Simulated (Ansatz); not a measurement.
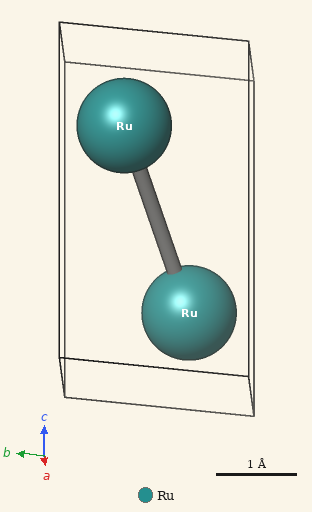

Starting structure of solid Ru (built on the hcp type) (coarse preliminary run). The picture is a ball-and-stick view of the cell of the calculation, seen from a free direction.

The calculation used DFT PBE, scalar-relativistic, plane waves, PAW in Ansatz 0.2.0.

Input file:
```yaml
crystal:
  lattice:
    - [2.7, 0.0, 0.0]
    - [-1.35, 2.3382685902, 0.0]
    - [0.0, 0.0, 4.2768]
  atoms:
    - { symbol: Ru, position: [0.3333333333, 0.6666666667, 0.75] }
    - { symbol: Ru, position: [0.6666666667, 0.3333333333, 0.25] }
basis:
  ecutwfc: 600
  ecutrho_ratio: 5
kpoints:
  mp_grid: { grid: [8, 8, 6] }
hamiltonian:
  xc: pbe
scf:
  occupations: { method: gaussian, width: 0.05 }
output:
  forces: true
  stress: true
  eigenvalues: true
relax:
  f_tol: 0.03
  max_steps: 60
  cell: { stress_tol: 0.3 }
```

### What does the optimiser find from here?

The energy falls by 4.8 meV per atom in 1 accepted move (3 points after the start). All forces vanish by symmetry, so only the cell relaxes. Pressure: 6.06 GPa at the start and −0.05 GPa at the end. The line search rejected the trial step at point 1 of the run. At 1 point the geometry stayed and the basis and grid were re-selected for the new cell (energy shift of less than 0.05 meV per atom at most each time). No atom moves by more than 0.005 Å relative to the cell. The volume changes by +1.9 %, with a = b 2.700 → 2.719 Å (+0.7 %), c 4.277 → 4.296 Å (+0.5 %). Near-neighbour distances that change, for instance: Ru1–Ru1 2.700 → 2.719 Å, Ru1–Ru2 2.646 → 2.661 Å. The space group stays P6_3/mmc (No. 194). The run took of the order of 10 core-seconds on a shared host.

Step by step:

```
step  E − E(0), meV/atom  pressure, GPa  volume, Å³/atom                      note
   0                0.00           6.06           13.500                          
   1                0.21          -5.68           14.021                  rejected
   2               -4.78          -0.05           13.757                          
   3               -4.78          -0.05           13.757  same geometry, new basis
```

The structure at the end:

```xyz
2
Lattice="2.7194 0.0000 0.0000 -1.3597 2.3551 0.0000 0.0000 0.0000 4.2961" Properties=species:S:1:pos:R:3 pbc="T T T"
Ru    0.0000    1.5700    3.2220
Ru    1.3597    0.7850    1.0740
```
